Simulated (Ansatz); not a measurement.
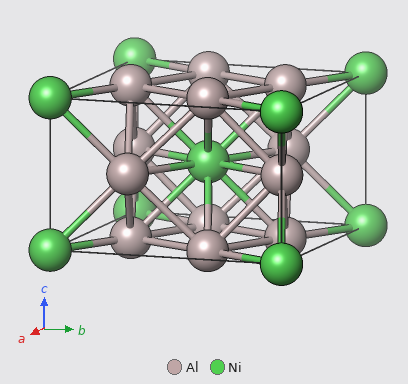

Shown here is a ball-and-stick view of the crystal, taken slightly off an axis. The outline marks the conventional unit cell. Cell: a = 6.16 Å, b = 6.16 Å, c = 3.87 Å, α = 90.00°, β = 90.00°, γ = 90.00°.

The structure comes from a structure type filled with these elements by a generator (whether the compound takes this form wasn't checked). Earlier steps of the study may have refined or changed the cell and positions. A calculation with Ansatz used it as input.

State composition, symmetry and coordination.

The formula is Al4Ni. Its lattice is body-centred tetragonal, its space group I4/m (No. 87). Content of the cell: 8 Al, 2 Ni (Z = 2). Each Al atom is coordinated by nine Al and three Ni in a cuboctahedral arrangement (about 2.7 to 2.8 Å to Al, 2.7 Å to Ni). Around each Ni lie twelve Al in a cuboctahedral arrangement at about 2.7 Å. The bonds build a three-dimensional framework.

Run with DFT PBE, scalar-relativistic, plane waves, PAW (Ansatz 0.2.0) and these settings: plane waves up to 420 eV, k-points about 0.16 Å⁻¹ apart, Gaussian smearing of 0.1 eV, no spin polarisation (a spin-restricted run, not always the ground state).

What does the calculation say: metal or gapped?

A metal: bands cross the Fermi level.

Predict the Bader charges.

Al +0.28 e; Ni -1.12 e.

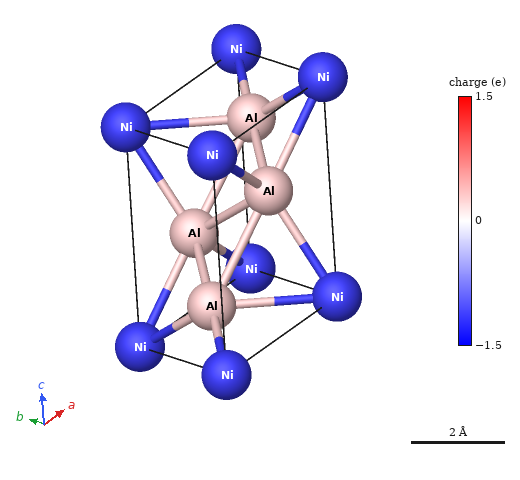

The atoms coloured by those charges. The run's cell of 5 atoms is drawn in a reduced setting, so axes and origin can differ from the first picture.

Do the forces and the stress vanish for this geometry?

Yes. All forces vanish to within 0.01 eV/Å. The pressure is 0.0 GPa, close to zero.
